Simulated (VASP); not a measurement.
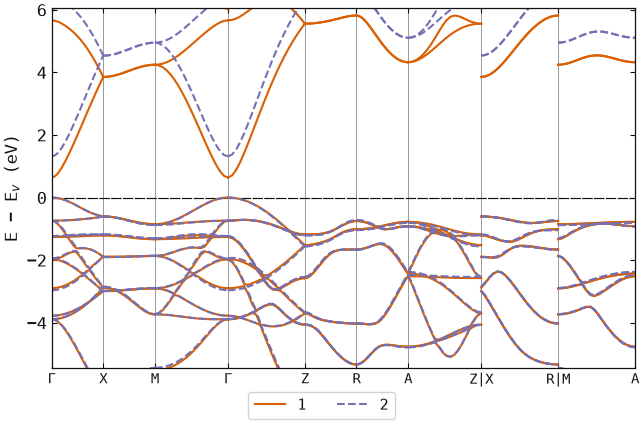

Band structures of rutile-type SnO₂, space group P4_2/mnm (No. 136), 6 atoms in the cell (a = 4.830 Å, c = 3.242 Å (tetragonal axes)), by two methods on the same cell. Each is counted from its own valence-band top.

Q: Which curve is which? The methods: r2SCAN, PBE.

A: 1 is PBE; 2 is r2SCAN. PBE gives a gap of 0.64 eV along the path and r2SCAN gives a gap of 1.32 eV along the path.

Settings. PBE: VASP PAW PBE potentials, release 64 (Sn_d, O), no spin polarisation, no spin-orbit coupling, 8×8×10 k mesh, 600 eV cutoff, Gaussian smearing of 0.02 eV (VASP 6.6.1). r2SCAN: VASP PAW PBE potentials, release 64 (Sn_d, O), no spin polarisation, no spin-orbit coupling, 8×8×10 k mesh, 450 eV cutoff, Gaussian smearing of 0.02 eV (VASP 6.6.1).

LDA, GGA and most meta-GGA functionals understate gaps. The cell was derived from a database entry in an earlier step, so it needn't be the measured one. r2SCAN: the PAW data sets were made with another functional.
